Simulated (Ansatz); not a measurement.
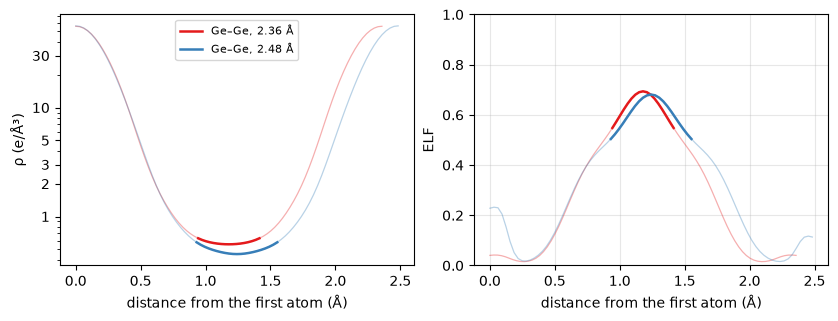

Figure. Ge. Valence charge density (pseudo) and ELF along straight lines between neighbouring atoms. Thin, pale parts lie inside the atomic spheres.

Space group P4₃22; a structure generated by program, which may or may not match a known phase.

Level of theory: DFT PBE, scalar-relativistic, plane waves, PAW (Ansatz).

Core electrons are frozen (PAW), and the valence fields are smoothed inside the atomic spheres.

```
CELL_PARAMETERS angstrom
9.52799 0.00000 0.00000
0.00000 9.52799 0.00000
0.00000 0.00000 3.91174
ATOMIC_POSITIONS crystal
Ge 0.50000 0.93088 0.00000
Ge 0.50000 0.06912 0.50000
Ge 0.06912 0.50000 0.75000
Ge 0.93088 0.50000 0.25000
Ge 0.50000 0.66940 0.00000
Ge 0.50000 0.33060 0.50000
Ge 0.33060 0.50000 0.75000
Ge 0.66940 0.50000 0.25000
```

What can be read from the curves?

Ge–Ge (2.36 Å): ρ is about 0.56 e/Å³ halfway; the ELF peaks at about 0.70 between the atoms.
Ge–Ge (2.48 Å): ρ at the midpoint is about 0.45 e/Å³; the ELF peaks at about 0.70 between the atoms.
